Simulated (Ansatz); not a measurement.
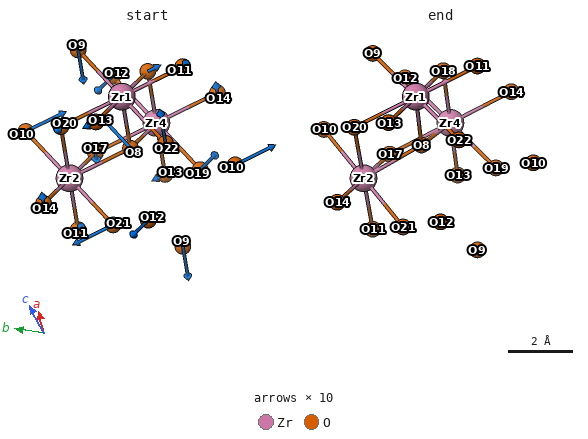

The structure of a defect cell of composition Zr7O16 (cell charge −2) before (left) and after (right) a relaxation, at one scale. The blue arrows give the displacements, magnified 10 times.

The picture is a ball-and-stick view of the atoms within 4.2 Å of the atom that moves most (axes of the cell of the calculation), seen from a free direction.

The calculation used DFT, PBE, plane-wave PAW, default files, scalar-relativistic (Ansatz 0.2.0).

The input:
```yaml
crystal:
  lattice:
    - [0.0, 5.07, 5.07]
    - [5.07, 0.0, 5.07]
    - [5.07, 5.07, 0.0]
  atoms:
    - { symbol: Zr, position: [0.0, 0.0, 0.5] }
    - { symbol: Zr, position: [0.0, 0.5, 0.0] }
    - { symbol: Zr, position: [0.0, 0.5, 0.5] }
    - { symbol: Zr, position: [0.5, 0.0, 0.0] }
    - { symbol: Zr, position: [0.5, 0.0, 0.5] }
    - { symbol: Zr, position: [0.5, 0.5, 0.0] }
    - { symbol: Zr, position: [0.5, 0.5, 0.5] }
    - { symbol: O, position: [0.125, 0.125, 0.125], spin: 0.5 }
    - { symbol: O, position: [0.125, 0.125, 0.625], spin: 0.5 }
    - { symbol: O, position: [0.125, 0.625, 0.125], spin: 0.5 }
    - { symbol: O, position: [0.125, 0.625, 0.625] }
    - { symbol: O, position: [0.625, 0.125, 0.125], spin: 0.5 }
    - { symbol: O, position: [0.625, 0.125, 0.625] }
    - { symbol: O, position: [0.625, 0.625, 0.125] }
    - { symbol: O, position: [0.625, 0.625, 0.625] }
    - { symbol: O, position: [0.375, 0.375, 0.375] }
    - { symbol: O, position: [0.375, 0.375, 0.875] }
    - { symbol: O, position: [0.375, 0.875, 0.375] }
    - { symbol: O, position: [0.375, 0.875, 0.875], spin: 0.5 }
    - { symbol: O, position: [0.875, 0.375, 0.375] }
    - { symbol: O, position: [0.875, 0.375, 0.875], spin: 0.5 }
    - { symbol: O, position: [0.875, 0.875, 0.375], spin: 0.5 }
    - { symbol: O, position: [0.875, 0.875, 0.875], spin: 0.5 }
magnetization:
  spin_polarized: true
total_charge: -2
kpoints:
  mp_grid: { grid: [3, 3, 3] }
scf:
  occupations: { method: fermi_dirac, width: 0.01 }
hamiltonian:
  xc: pbe
  pseudopotentials: { kind: paw }
output:
  forces: true
  stress: true
  populations: true
  efg:
    quadrupole_moments_barn: { Zr: -0.176, O: -0.02558 }
    contact_densities: true
relax:
  f_tol: 0.03
  max_steps: 40
```

Run as
```bash
ansatz run input.yaml --threads 1 --pin off --max-ram 3072MiB --backend cpu --events-out ev --progress --plain --runs-dir out
```

Q: Summarise the run.

A: Over 3 geometry steps the energy falls by 0.924 eV per cell of the calculation. The largest force component goes from 0.84 to 0.0016 eV/Å. The largest moves, 0.15 Å, are those of 8 atoms (O8, O9, O10, O12 and others). O8 goes along [1 1 1]. Zr stays in place. The cell stays as it was. Some distances before and after: Zr1–O22 2.195 → 2.150 Å, Zr1–O11 2.195 → 2.213 Å. Bond angles that change, for instance: Zr1–O8–Zr2 109.5° → 112.9°.

Limits of the set-up: the periodic images lie only 7.2 Å apart, so the values are limited by the cell's size; the cell is charged, on a uniform background, and energies carry no finite-size correction.
